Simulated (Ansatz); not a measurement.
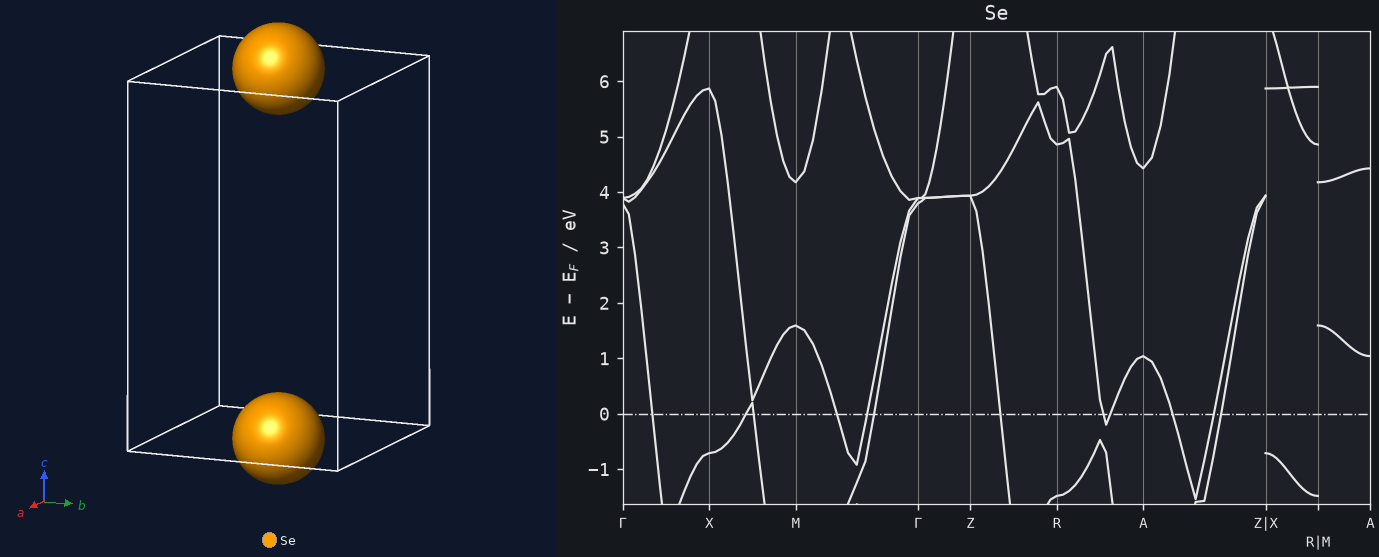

Band structure, beside the structure. Energies are counted from the Fermi level.

The Ansatz input:

```
crystal:
  lattice:
    - [2.6349695033, 0.0, 0.0]
    - [0.0, 2.6349695033, 0.0]
    - [0.0, 0.0, 4.3543918832]
  atoms:
    - { symbol: Se, position: [0.5, 0.5, 0.0] }
basis:
  ecutwfc: 420
kpoints:
  mp_grid: { grid: [20, 20, 14] }
  band_path:
    path:
      - [[0.0, 0.0, 0.0], [0.0, 0.5, 0.0], [0.5, 0.5, 0.0], [0.0, 0.0, 0.0], [0.0, 0.0, 0.5], [0.0, 0.5, 0.5], [0.5, 0.5, 0.5], [0.0, 0.0, 0.5]]
      - [[0.0, 0.5, 0.0], [0.0, 0.5, 0.5]]
      - [[0.5, 0.5, 0.0], [0.5, 0.5, 0.5]]
    npoints: 14
hamiltonian:
  xc: pbe
scf:
  occupations: { method: gaussian, width: 0.1 }
  n_extra_bands: 6
output:
  forces: true
  stress: true
  eigenvalues: true
  populations: true
  dos: { projected: true, de: 0.02, nscf_kmesh: { grid: [24, 24, 17] } }
  bader: true
  write_density: true
  write_potential: true
  elf: true
  volumetric_format: npy
```

Run as:
```bash
ansatz run input.yaml --threads 1 --pin off --max-ram 2560MiB --backend cpu --events-out ev --progress --plain --runs-dir out
```

Q: Does this material conduct, going by its bands?

A: A metal: 2 bands cross the Fermi level along this path.

Q: On which lines of the path do bands cross the Fermi level?

A: Bands cross the Fermi level on Γ–X, X–M, M–Γ, Z–R, R–A and A–Z, and not on Γ–Z, X–R and M–A.

The structure is an invented one, so it need not be a known or stable phase.
